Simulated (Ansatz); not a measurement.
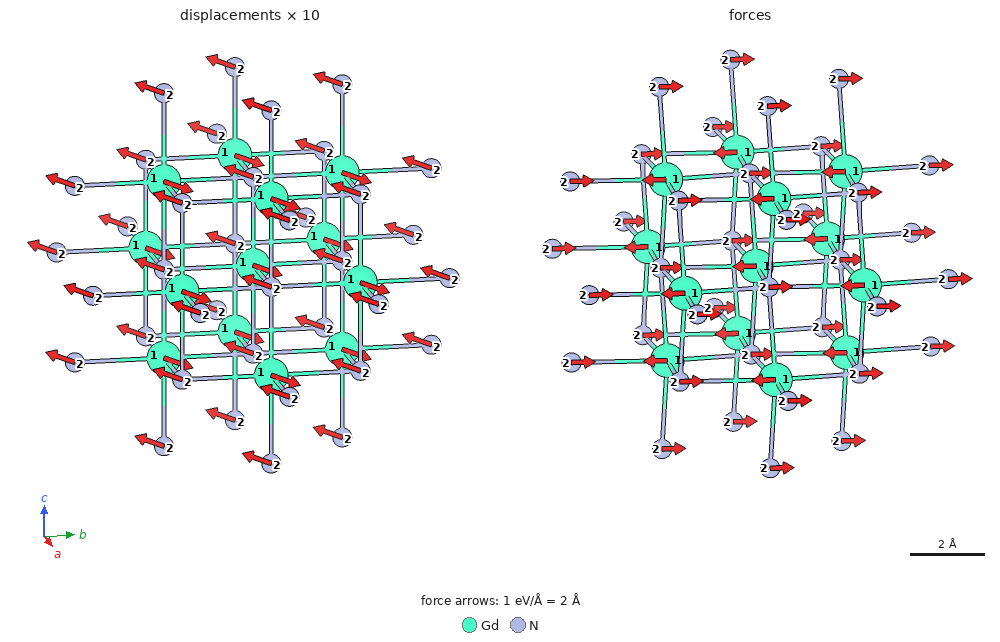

Left: a crystal of GdN (built on the rocksalt type), with red arrows for the displacements applied to it (without the part that the change of the cell carries along). Right: the displaced structure with the computed forces. Besides, the cell is strained by +3.3 % along [2 1 −3], +0.6 % roughly along b, −0.6 % along [2 0 1] (volume +3.2 %). A ball-and-stick model of the conventional cell (4 times the calculation's cell), seen slightly off an axis. Lengths and directions refer to the drawn axes.

These are results of Ansatz, DFT r2SCAN, scalar-relativistic, plane waves, PAW, not measurements. Settings: plane-wave cutoff 500 eV; k-point mesh 12 × 12 × 12; occupations gaussian; smearing width 0.05 eV; collinear spin.

Describe the distortion and the response.

Answer. Atoms are displaced by 0.09 Å relative to the cell: Gd1 0.09 Å along [0 3 −1], N2 0.09 Å along [0 −3 1]. No relaxation follows. It costs 25.6 meV per atom. Pressure: 0.1 GPa before, −3.6 GPa after. The principal stresses (compression positive) are −0.1 GPa roughly along b, −1.4 GPa roughly along [3 0 2], −9.2 GPa roughly along [2 0 −3]. The largest forces, 0.34 eV/Å, act on Gd1 and N2; on Gd1 it points along −b. The forces mostly point back along the displacements (cosine −0.93). The absolute magnetisation per cell goes from 7.28 to 7.26 μB (net moment 7.00 and 7.00 μB). The metal becomes gapped: the gap on the k-mesh opens to 0.16 eV. Near-neighbour distances before and after: Gd–N 2.487 → 2.337 to 2.670 Å. The space group (tolerance 0.01 Å) goes from Fm-3m (No. 225) to P1 (No. 1).
